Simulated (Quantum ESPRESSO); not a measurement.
## Hp calculation, with input and output: Tm (part 1 of 2)

System: Tm (Fm-3m, 1 atom in the cell).
Method: Kohn-Sham DFT of a periodic cell, PBEsol, DFT+U, SSSP 1.3 efficiency PBE, spin-polarised (Quantum ESPRESSO 7.5).

The structure derives from a Materials Project entry. The geometry was changed: volume scaled by 0.92.

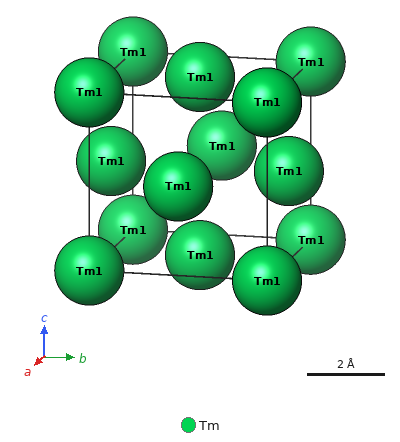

**Figure 1.** The structure (spheres-only view of the cell 4 times as large as that of the calculation, set on its symmetry axes, seen slightly off an axis; atoms are numbered from 1 in the order of the input).

Summary:

| quantity | value |
| --- | --- |
| outcome | converged |
| space group (tolerance 0.01 Å) | Fm-3m (225) |
| electrons treated | 23 |
| free energy | −12760.2989 eV |
| Fermi energy | 14.749 eV |
| gap on the k-point mesh | none (metallic) |
| net moment of the cell | 0.95 μB |
| integrated absolute moment | 1.48 μB |
| pressure | 2.52 GPa |
| largest force (length of the vector) | under 0.001 eV/Å |
| hardware | 1 thread of Arm Neoverse V2, 24 GiB of memory available, shared host |
| wall time | 6.5 min |
| peak memory | 0.34 GiB |

The record of the run, not the program, notes: potentials made for another functional. Points of doubt noted for this run: coarse mesh; potentials made for another functional. DFT+U on an f shell has many self-consistent states, and spin–orbit coupling is left out here.

The input:
```
&CONTROL
  calculation = 'scf'
  prefix = 'pwscf'
  outdir = './tmp'
  pseudo_dir = './pseudo'
  tprnfor = .true.
  tstress = .true.
  disk_io = 'low'
/
&SYSTEM
  ibrav = 0
  nat = 1
  ntyp = 1
  ecutwfc = 55
  ecutrho = 440
  nbnd = 21
  input_dft = 'pbesol'
  occupations = 'smearing'
  smearing = 'mv'
  degauss = 0.01999163
  nspin = 2
  starting_magnetization(1) = 0.087
/
&ELECTRONS
  conv_thr = 2d-10
  electron_maxstep = 120
  mixing_beta = 0.3
/
ATOMIC_SPECIES
Tm   168.9342 Tm.paw.z_23.atompaw.wentzcovitch.v1.2.upf
CELL_PARAMETERS angstrom
   0.0000000000    2.4003740483    2.4003740483
   2.4003740483    0.0000000000    2.4003740483
   2.4003740483    2.4003740483    0.0000000000
ATOMIC_POSITIONS crystal
Tm     0.0000000000    0.0000000000    0.0000000000
K_POINTS automatic
6 6 6 0 0 0
HUBBARD {atomic}
U Tm-4f 0.0001
```

File scf2.in:
```
&CONTROL
  calculation = 'scf'
  prefix = 'pwscf'
  outdir = './tmp'
  pseudo_dir = './pseudo'
  tprnfor = .true.
  tstress = .true.
  disk_io = 'low'
/
&SYSTEM
  ibrav = 0
  nat = 1
  ntyp = 1
  ecutwfc = 55
  ecutrho = 440
  nbnd = 21
  input_dft = 'pbesol'
  occupations = 'smearing'
  smearing = 'mv'
  degauss = 0.01999163
  nspin = 2
  starting_magnetization(1) = 0.087
/
&ELECTRONS
  conv_thr = 1d-13
  electron_maxstep = 120
  mixing_beta = 0.3
  startingpot = 'file'
  startingwfc = 'file'
/
ATOMIC_SPECIES
Tm   168.9342 Tm.paw.z_23.atompaw.wentzcovitch.v1.2.upf
CELL_PARAMETERS angstrom
   0.0000000000    2.4003740483    2.4003740483
   2.4003740483    0.0000000000    2.4003740483
   2.4003740483    2.4003740483    0.0000000000
ATOMIC_POSITIONS crystal
Tm     0.0000000000    0.0000000000    0.0000000000
K_POINTS automatic
6 6 6 0 0 0
HUBBARD {atomic}
U Tm-4f 0.0001
```

File hp.in:
```
&INPUTHP
  prefix = 'pwscf'
  outdir = './tmp'
  nq1 = 1
  nq2 = 1
  nq3 = 1
  conv_thr_chi = 1d-06
  niter_max = 80
  iverbosity = 1
  alpha_mix(1) = 0.15
/
```

Launched with:
```bash
OMP_NUM_THREADS=1 pw.x -in pw.in > pw.out
OMP_NUM_THREADS=1 pw.x -in scf2.in > scf2.out
OMP_NUM_THREADS=1 hp.x -in hp.in > hp.out
```

The program's output:
```
This program is part of the open-source Quantum ESPRESSO suite
     for quantum simulation of materials; please cite
         "P. Giannozzi et al., J. Phys.:Condens. Matter 21 395502 (2009);
         "P. Giannozzi et al., J. Phys.:Condens. Matter 29 465901 (2017);
         "P. Giannozzi et al., J. Chem. Phys. 152 154105 (2020);
          URL
     in publications or presentations arising from this work. More details at

     file Tm.paw.z_23.atompaw.wentzcovitch.v1.2.upf: wavefunction(s)  6S 0P 5D 0D 4F 0F renormalized

     IMPORTANT: XC functional enforced from input :
     Exchange-correlation= PBESOL
                           (   1   4  10   8   0   0   0)
     Any further DFT definition will be discarded
     Please, verify this is what you really want

     Message from routine setup:
     using ibrav=0 with symmetry is DISCOURAGED, use correct ibrav instead

     G-vector sticks info
     --------------------
     sticks:   dense  smooth     PW     G-vecs:    dense   smooth      PW
     Sum        1261     625    199                29123    10177    1807

     Using Slab Decomposition

     bravais-lattice index     =            0
     lattice parameter (alat)  =       6.4149  a.u.
     unit-cell volume          =     186.6652 (a.u.)^3
     number of atoms/cell      =            1
     number of atomic types    =            1
     number of electrons       =        23.00
     number of Kohn-Sham states=           21
     kinetic-energy cutoff     =      55.0000  Ry
     charge density cutoff     =     440.0000  Ry
     scf convergence threshold =      2.0E-10
     mixing beta               =       0.3000
     number of iterations used =            8  plain     mixing
     Exchange-correlation= PBESOL
                           (   1   4  10   8   0   0   0)
     Hubbard projectors: atomic
     Hubbard parameters of DFT+U (Dudarev formulation) in eV:
     U(Tm-4f) =  0.0001

     Internal variables: lda_plus_u =T, lda_plus_u_kind = 0

     Internal variables: orbital_resolved =F, hub_pot_fix =F, apply_U = F

     celldm(1)=   6.414943  celldm(2)=   0.000000  celldm(3)=   0.000000
     celldm(4)=   0.000000  celldm(5)=   0.000000  celldm(6)=   0.000000

     crystal axes: (cart. coord. in units of alat)
               a(1) = (   0.000000   0.707107   0.707107 )
               a(2) = (   0.707107   0.000000   0.707107 )
               a(3) = (   0.707107   0.707107   0.000000 )

     reciprocal axes: (cart. coord. in units 2 pi/alat)
               b(1) = ( -0.707107  0.707107  0.707107 )
               b(2) = (  0.707107 -0.707107  0.707107 )
               b(3) = (  0.707107  0.707107 -0.707107 )

     PseudoPot. # 1 for Tm read from file:
     Tm.paw.z_23.atompaw.wentzcovitch.v1.2.upf
     Pseudo is Projector augmented-wave + core cor, Zval = 23.0
     Generated using ATOMPAW code
     Shape of augmentation charge: BESSEL
     Using radial grid of 1116 points,  8 beta functions with:
                l(1) =   0
                l(2) =   0
                l(3) =   1
                l(4) =   1
                l(5) =   2
                l(6) =   2
                l(7) =   3
                l(8) =   3
     Q(r) pseudized with 0 coefficients

     atomic species   valence    mass     pseudopotential
     Tm               23.00   168.93420     Tm( 1.00)

     Starting magnetic structure
     atomic species   magnetization
     Tm              0.087

     48 Sym. Ops., with inversion, found

   Cartesian axes

     site n.     atom                  positions (alat units)
         1        Tm     tau(   1) = (   0.0000000   0.0000000   0.0000000  )

     number of k points=    16  Marzari-Vanderbilt smearing, width (Ry)=  0.0200
                       cart. coord. in units 2pi/alat
        k(    1) = (   0.0000000   0.0000000   0.0000000), wk =   0.0046296
        k(    2) = (   0.1178511   0.1178511  -0.1178511), wk =   0.0370370
        k(    3) = (   0.2357023   0.2357023  -0.2357023), wk =   0.0370370
        k(    4) = (  -0.3535534  -0.3535534   0.3535534), wk =   0.0185185
        k(    5) = (   0.2357023   0.0000000  -0.0000000), wk =   0.0277778
        k(    6) = (   0.3535534   0.1178511  -0.1178511), wk =   0.1111111
        k(    7) = (  -0.2357023  -0.4714045   0.4714045), wk =   0.1111111
        k(    8) = (  -0.1178511  -0.3535534   0.3535534), wk =   0.1111111
        k(    9) = (   0.0000000  -0.2357023   0.2357023), wk =   0.0555556
        k(   10) = (   0.4714045   0.0000000  -0.0000000), wk =   0.0277778
        k(   11) = (  -0.1178511  -0.5892557   0.5892557), wk =   0.1111111
        k(   12) = (  -0.0000000  -0.4714045   0.4714045), wk =   0.0555556
        k(   13) = (  -0.7071068   0.0000000   0.0000000), wk =   0.0138889
        k(   14) = (  -0.2357023  -0.4714045   0.7071068), wk =   0.1111111
        k(   15) = (  -0.1178511  -0.3535534   0.5892557), wk =   0.1111111
        k(   16) = (  -0.7071068   0.2357023   0.0000000), wk =   0.0555556

     Dense  grid:    29123 G-vectors     FFT dimensions: (  45,  45,  45)

     Smooth grid:    10177 G-vectors     FFT dimensions: (  32,  32,  32)

     Generating pointlists ...
     new r_m :   0.4125 (alat units)  2.6462 (a.u.) for type    1

     Initial potential from superposition of free atoms

     starting charge      22.9956, renormalised to      23.0000

     STARTING HUBBARD OCCUPATIONS:

     =================== HUBBARD OCCUPATIONS ===================
     ------------------------ ATOM    1 ------------------------
     Tr[ns(  1)] (up, down, total) =   7.00000  5.00000 12.00000
     Atomic magnetic moment for atom   1 =   2.00000
     SPIN  1
     eigenvalues:
       1.000  1.000  1.000  1.000  1.000  1.000  1.000
     eigenvectors (columns):
       1.000  0.000  0.000  0.000  0.000  0.000  0.000
       0.000  1.000  0.000  0.000  0.000  0.000  0.000
       0.000  0.000  1.000  0.000  0.000  0.000  0.000
       0.000  0.000  0.000  1.000  0.000  0.000  0.000
       0.000  0.000  0.000  0.000  1.000  0.000  0.000
       0.000  0.000  0.000  0.000  0.000  1.000  0.000
       0.000  0.000  0.000  0.000  0.000  0.000  1.000
     occupation matrix ns (before diag.):
       1.000  0.000  0.000  0.000  0.000  0.000  0.000
       0.000  1.000  0.000  0.000  0.000  0.000  0.000
       0.000  0.000  1.000  0.000  0.000  0.000  0.000
       0.000  0.000  0.000  1.000  0.000  0.000  0.000
       0.000  0.000  0.000  0.000  1.000  0.000  0.000
       0.000  0.000  0.000  0.000  0.000  1.000  0.000
       0.000  0.000  0.000  0.000  0.000  0.000  1.000
     SPIN  2
     eigenvalues:
       0.714  0.714  0.714  0.714  0.714  0.714  0.714
     eigenvectors (columns):
       1.000  0.000  0.000  0.000  0.000  0.000  0.000
       0.000  1.000  0.000  0.000  0.000  0.000  0.000
       0.000  0.000  1.000  0.000  0.000  0.000  0.000
       0.000  0.000  0.000  1.000  0.000  0.000  0.000
       0.000  0.000  0.000  0.000  1.000  0.000  0.000
       0.000  0.000  0.000  0.000  0.000  1.000  0.000
       0.000  0.000  0.000  0.000  0.000  0.000  1.000
     occupation matrix ns (before diag.):
       0.714  0.000  0.000  0.000  0.000  0.000  0.000
       0.000  0.714  0.000  0.000  0.000  0.000  0.000
       0.000  0.000  0.714  0.000  0.000  0.000  0.000
       0.000  0.000  0.000  0.714  0.000  0.000  0.000
       0.000  0.000  0.000  0.000  0.714  0.000  0.000
       0.000  0.000  0.000  0.000  0.000  0.714  0.000
       0.000  0.000  0.000  0.000  0.000  0.000  0.714

     Number of occupied Hubbard levels =   12.0000

     Atomic wfc used for Hubbard projectors are NOT orthogonalized

     Starting wfcs are   32 randomized atomic wfcs

     Self-consistent Calculation

     iteration #  1     ecut=    55.00 Ry     beta= 0.30
     Davidson diagonalization with overlap
     ethr =  1.00E-02,  avg # of iterations =  7.9

     =================== HUBBARD OCCUPATIONS ===================
     ------------------------ ATOM    1 ------------------------
     Tr[ns(  1)] (up, down, total) =   6.99411  6.98182 13.97593
     Atomic magnetic moment for atom   1 =   0.01230
     SPIN  1
     eigenvalues:
       0.998  0.999  0.999  0.999  1.000  1.000  1.000
     eigenvectors (columns):
       0.000  0.123  0.850  0.512 -0.000 -0.000  0.000
      -0.000  0.576  0.040 -0.205 -0.269  0.126 -0.733
       0.000  0.195 -0.320  0.485 -0.144  0.755  0.183
       0.000 -0.000 -0.000 -0.000 -0.922 -0.248  0.296
       1.000  0.000 -0.000 -0.000  0.000 -0.000 -0.000
       0.000 -0.743 -0.052  0.265 -0.208  0.098 -0.567
       0.000  0.252 -0.413  0.626  0.112 -0.585 -0.142
     occupation matrix ns (before diag.):
       0.999 -0.000  0.000 -0.000 -0.000  0.000  0.000
      -0.000  0.999 -0.000  0.000  0.000  0.000 -0.000
       0.000 -0.000  0.999 -0.000 -0.000  0.000 -0.000
      -0.000  0.000 -0.000  1.000 -0.000 -0.000  0.000
      -0.000  0.000 -0.000 -0.000  0.998 -0.000 -0.000
       0.000  0.000  0.000 -0.000 -0.000  0.999  0.000
       0.000 -0.000 -0.000  0.000 -0.000  0.000  0.999
     SPIN  2
     eigenvalues:
       0.997  0.997  0.997  0.997  0.998  0.998  0.998
     eigenvectors (columns):
       0.000  0.041  0.777 -0.628 -0.000 -0.000  0.000
      -0.000 -0.564  0.166  0.170 -0.122  0.466  0.627
       0.000 -0.236 -0.347 -0.446 -0.148  0.609 -0.482
       0.000  0.000 -0.000  0.000 -0.970 -0.242 -0.008
       1.000 -0.000  0.000  0.000  0.000 -0.000  0.000
       0.000  0.729 -0.215 -0.219 -0.094  0.361  0.486
       0.000 -0.305 -0.449 -0.575  0.115 -0.472  0.373
     occupation matrix ns (before diag.):
       0.997 -0.000  0.000 -0.000 -0.000  0.000  0.000
      -0.000  0.998 -0.000  0.000  0.000  0.000 -0.000
       0.000 -0.000  0.998 -0.000 -0.000  0.000 -0.000
      -0.000  0.000 -0.000  0.998 -0.000 -0.000  0.000
      -0.000  0.000 -0.000 -0.000  0.997 -0.000 -0.000
       0.000  0.000  0.000 -0.000 -0.000  0.997  0.000
       0.000 -0.000 -0.000  0.000 -0.000  0.000  0.997

     Number of occupied Hubbard levels =   13.9759

     total energy              =    -936.94030959 Ry
     estimated scf accuracy    <       1.37844595 Ry

     total magnetization       =     0.27 Bohr mag/cell
     absolute magnetization    =     0.27 Bohr mag/cell

     iteration #  2     ecut=    55.00 Ry     beta= 0.30
     Davidson diagonalization with overlap
     ethr =  5.99E-03,  avg # of iterations =  2.2

     total energy              =    -935.78643567 Ry
     estimated scf accuracy    <      22.56059571 Ry

     total magnetization       =     3.62 Bohr mag/cell
     absolute magnetization    =     3.62 Bohr mag/cell

     iteration #  3     ecut=    55.00 Ry     beta= 0.30
     Davidson diagonalization with overlap
     ethr =  5.99E-03,  avg # of iterations =  2.0

     total energy              =    -937.84190474 Ry
     estimated scf accuracy    <       0.19288047 Ry

     total magnetization       =     0.70 Bohr mag/cell
     absolute magnetization    =     0.71 Bohr mag/cell

     iteration #  4     ecut=    55.00 Ry     beta= 0.30
     Davidson diagonalization with overlap
     ethr =  8.39E-04,  avg # of iterations =  1.5

     total energy              =    -937.85516057 Ry
     estimated scf accuracy    <       0.03176340 Ry

     total magnetization       =     1.55 Bohr mag/cell
     absolute magnetization    =     1.55 Bohr mag/cell

     iteration #  5     ecut=    55.00 Ry     beta= 0.30
     Davidson diagonalization with overlap
     ethr =  1.38E-04,  avg # of iterations =  1.2

     total energy              =    -937.85035682 Ry
     estimated scf accuracy    <       0.07668084 Ry

     total magnetization       =     0.86 Bohr mag/cell
     absolute magnetization    =     0.89 Bohr mag/cell

     iteration #  6     ecut=    55.00 Ry     beta= 0.30
     Davidson diagonalization with overlap
     ethr =  1.38E-04,  avg # of iterations =  1.2

     total energy              =    -937.86487022 Ry
     estimated scf accuracy    <       0.11752907 Ry

     total magnetization       =     1.70 Bohr mag/cell
     absolute magnetization    =     1.73 Bohr mag/cell

     iteration #  7     ecut=    55.00 Ry     beta= 0.30
     Davidson diagonalization with overlap
     ethr =  1.38E-04,  avg # of iterations =  1.0

     total energy              =    -937.86257881 Ry
     estimated scf accuracy    <       0.03822063 Ry

     total magnetization       =     1.49 Bohr mag/cell
     absolute magnetization    =     1.55 Bohr mag/cell

     iteration #  8     ecut=    55.00 Ry     beta= 0.30
     Davidson diagonalization with overlap
     ethr =  1.38E-04,  avg # of iterations =  1.0

     total energy              =    -937.86449809 Ry
     estimated scf accuracy    <       0.00003614 Ry

     total magnetization       =     1.14 Bohr mag/cell
     absolute magnetization    =     1.34 Bohr mag/cell

     iteration #  9     ecut=    55.00 Ry     beta= 0.30
     Davidson diagonalization with overlap
     ethr =  1.57E-07,  avg # of iterations =  3.7

     total energy              =    -937.86429351 Ry
     estimated scf accuracy    <       0.00013216 Ry

     total magnetization       =     1.10 Bohr mag/cell
     absolute magnetization    =     1.36 Bohr mag/cell

     iteration # 10     ecut=    55.00 Ry     beta= 0.30
     Davidson diagonalization with overlap
     ethr =  1.57E-07,  avg # of iterations =  2.0

     total energy              =    -937.86404605 Ry
     estimated scf accuracy    <       0.00235726 Ry

     total magnetization       =     1.22 Bohr mag/cell
     absolute magnetization    =     1.40 Bohr mag/cell

     iteration # 11     ecut=    55.00 Ry     beta= 0.30
     Davidson diagonalization with overlap
     ethr =  1.57E-07,  avg # of iterations =  2.0

     total energy              =    -937.86431007 Ry
     estimated scf accuracy    <       0.00001301 Ry

     total magnetization       =     1.18 Bohr mag/cell
     absolute magnetization    =     1.33 Bohr mag/cell

     iteration # 12     ecut=    55.00 Ry     beta= 0.30
     Davidson diagonalization with overlap
     ethr =  5.66E-08,  avg # of iterations =  1.9

     total energy              =    -937.86436933 Ry
     estimated scf accuracy    <       0.00001717 Ry

     total magnetization       =     1.15 Bohr mag/cell
     absolute magnetization    =     1.35 Bohr mag/cell

     iteration # 13     ecut=    55.00 Ry     beta= 0.30
     Davidson diagonalization with overlap
     ethr =  5.66E-08,  avg # of iterations =  1.9

     total energy              =    -937.86425287 Ry
     estimated scf accuracy    <       0.00042003 Ry

     total magnetization       =     1.10 Bohr mag/cell
     absolute magnetization    =     1.34 Bohr mag/cell

     iteration # 14     ecut=    55.00 Ry     beta= 0.30
     Davidson diagonalization with overlap
     ethr =  5.66E-08,  avg # of iterations =  2.9

     total energy              =    -937.86450022 Ry
     estimated scf accuracy    <       0.00010713 Ry

     total magnetization       =     1.00 Bohr mag/cell
     absolute magnetization    =     1.43 Bohr mag/cell

     iteration # 15     ecut=    55.00 Ry     beta= 0.30
     Davidson diagonalization with overlap
     ethr =  5.66E-08,  avg # of iterations =  2.7

     total energy              =    -937.86466261 Ry
     estimated scf accuracy    <       0.00062524 Ry

     total magnetization       =     0.98 Bohr mag/cell
     absolute magnetization    =     1.51 Bohr mag/cell
```
